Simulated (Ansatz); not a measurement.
SnSe: several calculations on one system

Part 1: Relaxation

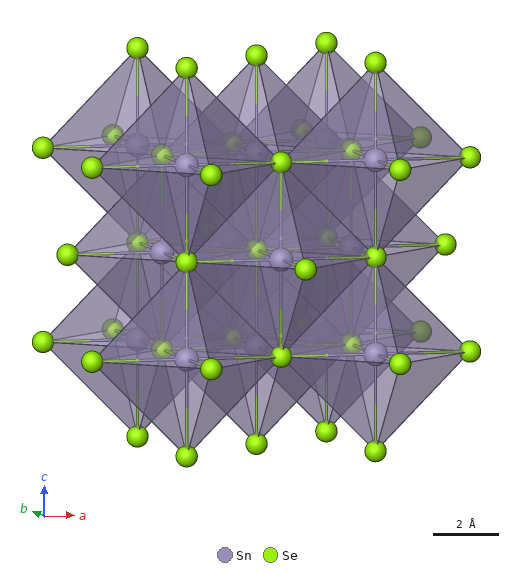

Starting structure of solid SnSe (set up in Fm-3m). A polyhedral model of the conventional cell (4 times the calculation's cell), seen slightly off an axis. Lengths and directions refer to the drawn axes.

The calculation used DFT PBE, scalar-relativistic, plane waves, PAW (Ansatz 0.2.0).

The input:
```yaml
crystal:
  lattice:
    - [0.0, -3.01, -3.01]
    - [3.01, 0.0, -3.01]
    - [3.01, -3.01, 0.0]
  atoms:
    - { symbol: Sn, position: [0.0, 0.0, 0.0] }
    - { symbol: Se, position: [0.5, 0.5, 0.5] }
basis:
  ecutwfc: 420
kpoints:
  mp_grid: { grid: [10, 10, 10] }
hamiltonian:
  xc: pbe
scf:
  occupations: { method: gaussian, width: 0.02 }
output:
  forces: true
  stress: true
  eigenvalues: true
relax:
  adjacent_minimum: "off"
  f_tol: 0.005
  max_steps: 80
  cell: { stress_tol: 0.05 }
```

### Predict the outcome.

The energy falls by 3.6 meV per cell of the calculation in 2 accepted moves (3 points after the start). All forces vanish by symmetry, so only the cell relaxes. Pressure: 1.03 GPa at the start and −0.01 GPa at the end. The SCF was repeated once at an unchanged geometry on a basis and grid sized afresh for the cell, which shifted the energy by 0.2 meV per cell of the calculation at most. The atoms keep their places relative to the cell (all moves are under 0.005 Å). Cell: a = b = c 6.020 → 6.062 Å (+0.7 %). Volume +2.1 %. Among the contacts that change: Sn1–Se2 3.010 → 3.031 Å. The space group stays Fm-3m (No. 225). The run took of the order of 9 core-seconds on a shared host.

Part 2: A change

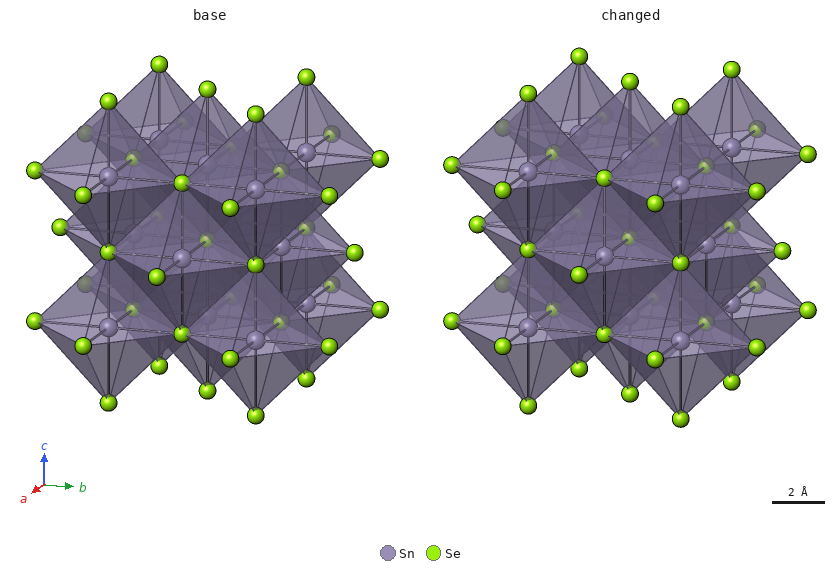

Left: a symmetric starting cell of SnSe. Right: the same structure after one change, at the same scale. The picture is a polyhedral view of the conventional cell (4 times the calculation's cell), seen slightly off an axis. Lengths and directions refer to the drawn axes.

All numbers below come from DFT PBE, scalar-relativistic, plane waves, PAW in Ansatz 0.2.0. Settings: plane-wave cutoff 420 eV; k-point mesh 10 × 10 × 10; occupations gaussian; smearing width 0.05 eV; no spin polarisation.

Question: Which change leads from the left to the right?

Answer: The cell is strained by +0.5 % along a and +3.5 % across it (volume +7.8 %), the atoms keeping their fractional coordinates. No relaxation follows. The starting cell wasn't computed here and needn't be at equilibrium, so pressure and forces aren't due to the change alone.

Question: How do the computed properties respond?

Answer: The pressure is −2.3 GPa (not all of it need come from the change, since the unchanged cell can be under pressure at this level too). The principal stresses (compression positive) are −0.5 GPa along a and −3.1 GPa across it. All forces vanish by symmetry. Near-neighbour distances before and after: Se–Sn 3.010 → 3.026 to 3.117 Å. The space group (tolerance 0.01 Å) goes from Fm-3m (No. 225) to I4/mmm (No. 139).

Part 3: A change

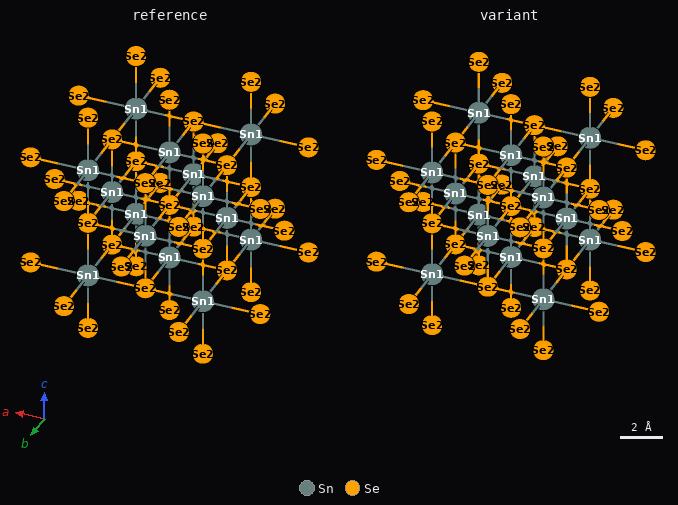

Left: a symmetric starting cell of SnSe. Right: the same structure after one change, at the same scale. The picture is a ball-and-stick view of the conventional cell (4 times the calculation's cell), seen from a free direction. Lengths and directions refer to the drawn axes.

These are results of Ansatz, DFT PBE, scalar-relativistic, plane waves, PAW, not measurements. Settings: plane-wave cutoff 420 eV; k-point mesh 10 × 10 × 10; occupations gaussian; smearing width 0.05 eV; no spin polarisation.

**Which change leads from the left to the right?**

All lengths are scaled by −3.2 % (volume −9.2 %), the atoms keeping their fractional coordinates. No relaxation follows. The starting cell wasn't computed here and needn't be at equilibrium, so pressure and forces aren't due to the change alone.

**What does the change do?**

The pressure is 7.3 GPa (not all of it need come from the change, since the unchanged cell can be under pressure at this level too). All forces vanish by symmetry. Among the bonded contacts that change: Se–Sn 3.010 → 2.915 Å. The space group stays Fm-3m (No. 225).
